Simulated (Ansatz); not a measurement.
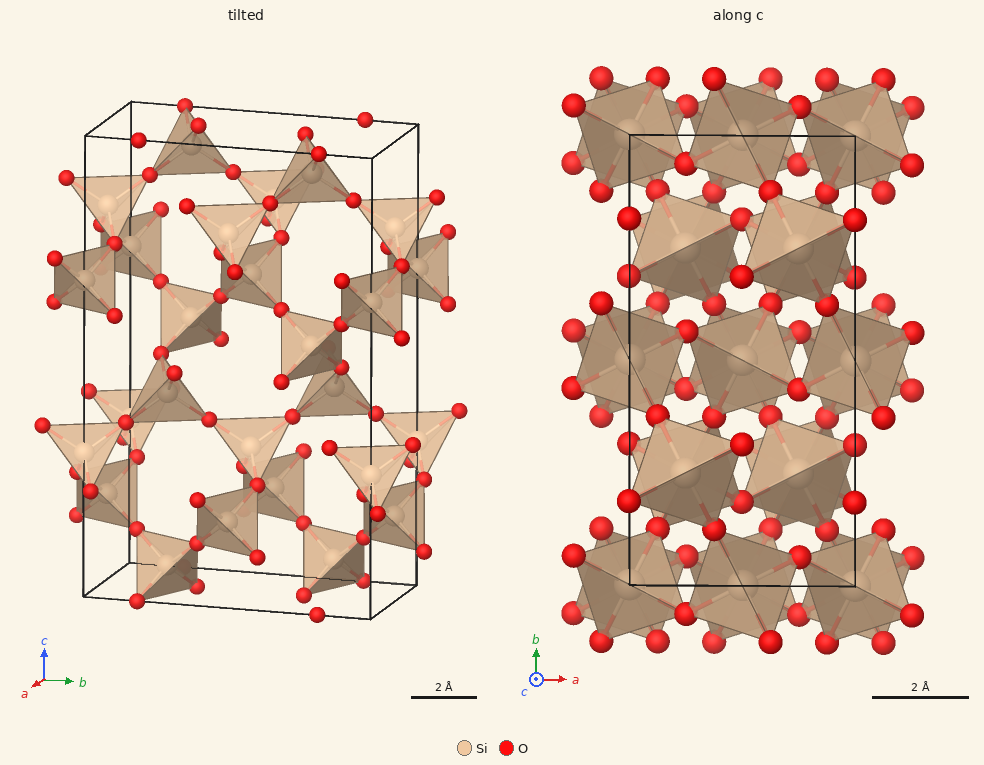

Drawn in the polyhedral manner and seen slightly off an axis and along the c axis. The drawn cell (a repeat of the simulation cell) is drawn as a box. A few atoms beyond the faces are included.

SiO2, a = 4.71 Å, b = 9.40 Å, c = 14.78 Å, α = 90.19°, β = 90.62°, γ = 90.40°.

Electronic-structure method: DFT r2SCAN, scalar-relativistic, plane waves, PAW (Ansatz). Parameters: a 500 eV plane-wave basis, k-points about 0.26 Å⁻¹ apart, Gaussian smearing of 0.02 eV, no spin polarisation.

**Does it come out as a metal, or with a gap?**

An insulator at this level, with a gap of 6.39 eV on the k-mesh (the true edges may lie between mesh points, so the gap can be somewhat smaller).

Its origin is a structure listed in the Materials Project. The cell was then strained or its atoms displaced on purpose. The atoms were relaxed in a fixed cell with DFT r2SCAN, scalar-relativistic, plane waves, PAW (Ansatz).
